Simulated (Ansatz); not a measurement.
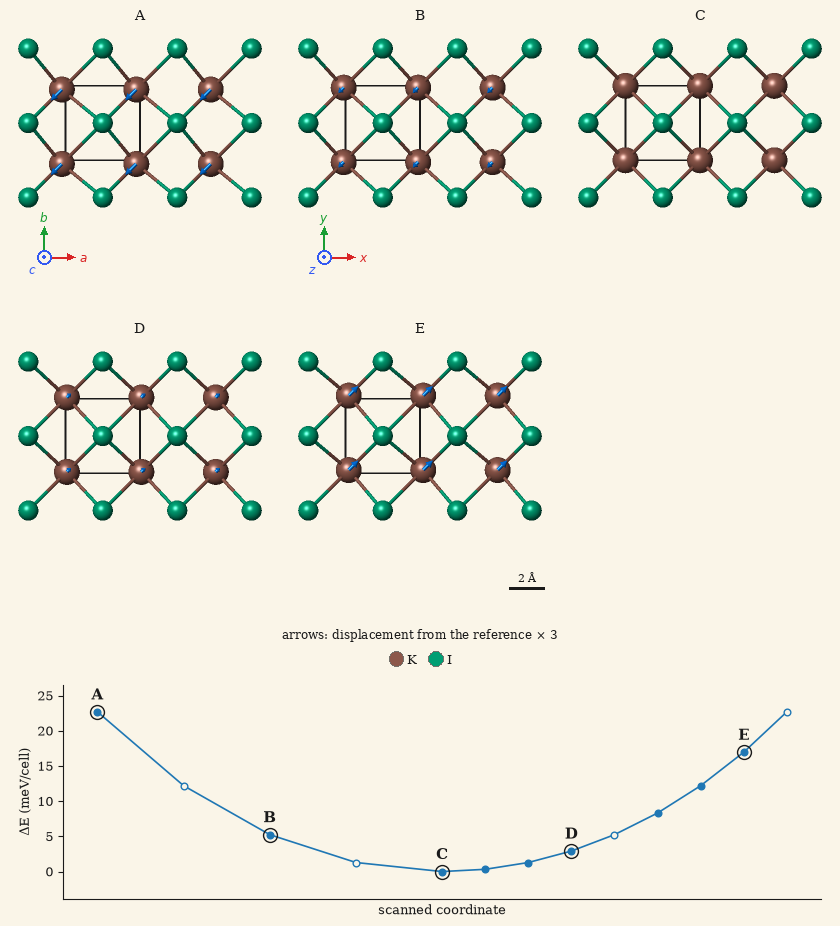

Frames of a one-coordinate scan of a crystal of KI (Pm-3m). Hollow markers are points alike by symmetry, not computed again. A ball-and-stick model of the cell of the calculation, repeated 2 × 1 × 1 with one cell outlined, seen along the c axis. Blue arrows: displacements from the reference.

Computed with DFT PBEsol, scalar-relativistic, plane waves, PAW in Ansatz. Set-up: plane-wave cutoff 420 eV; k-point mesh 6 × 6 × 6; occupations gaussian; smearing width 0.05 eV; no spin polarisation. Energies (free energies at the smearing named) are counted from the cell as listed in its source, which wasn't relaxed.

**What is being scanned?**

The whole K sublattice is shifted rigidly, along Cartesian [1 1 0], all else fixed. In the frames the displacement is −0.30 Å (A), −0.15 Å (B), 0.00 Å (C), 0.1125 Å (D), 0.2625 Å (E). The lowest computed point lies at the displacement 0.00 Å (0.0 meV/cell). The curvature at zero is about 0.46 eV/Å² per cell. The well is symmetric. At the highest point the shortest interatomic distance is 3.48 Å, against 3.72 Å in the reference. The distortion takes the space group from Pm-3m to Amm2.
